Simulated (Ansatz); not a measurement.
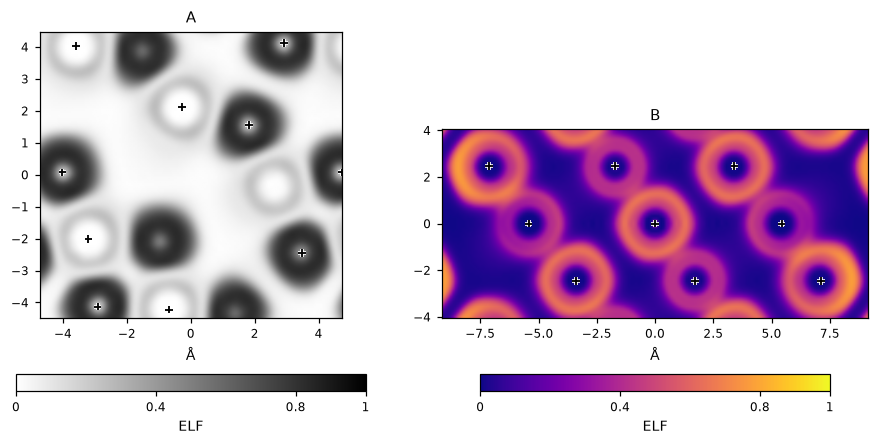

The ELF of 2 systems, each on a plane through atoms (crosses mark nuclei in the plane).

Computed with DFT r2SCAN, scalar-relativistic, plane waves, PAW in Ansatz.

System 1: Ge₂Sb₂Te₅, the (110) plane of the conventional cell. Space group P-3m1; a generated structure, not necessarily the stable one.

```cif
data_structure
_symmetry_space_group_name_H-M 'P 1'
_symmetry_Int_Tables_number 1
_cell_length_a 4.2669
_cell_length_b 4.2669
_cell_length_c 17.5923
_cell_angle_alpha 90.000
_cell_angle_beta 90.000
_cell_angle_gamma 120.000
_cell_volume 277.39
loop_
_atom_site_label
_atom_site_type_symbol
_atom_site_fract_x
_atom_site_fract_y
_atom_site_fract_z
_atom_site_occupancy
Te1 Te 0.00000 0.00000 0.00000 1
Ge1 Ge 0.66667 0.33333 0.09783 1
Ge2 Ge 0.33333 0.66667 0.90217 1
Te2 Te 0.33333 0.66667 0.19330 1
Te3 Te 0.66667 0.33333 0.80670 1
Sb1 Sb 0.00000 0.00000 0.30860 1
Sb2 Sb 0.00000 0.00000 0.69140 1
Te4 Te 0.66667 0.33333 0.40526 1
Te5 Te 0.33333 0.66667 0.59474 1
```

System 2: In₂O₃, the (100) plane of the calculation cell. Space group Ia-3.

Question: Match each panel to its system.

Answer: Panel A is system 2, In₂O₃: the plane holds In and O. In–O (2.13 Å): the ELF peaks at about 0.85 in the valence shell of O, 0.6 Å from its nucleus, and is about 0.15 at the midpoint (no localised pair shows between them). Panel B is system 1, Ge₂Sb₂Te₅: the plane holds Te, Ge and Sb. Ge–Te (3.01 Å): the ELF peaks at about 0.65 in the valence shell of Te, 1.3 Å from its nucleus, and is about 0.55 at the midpoint.
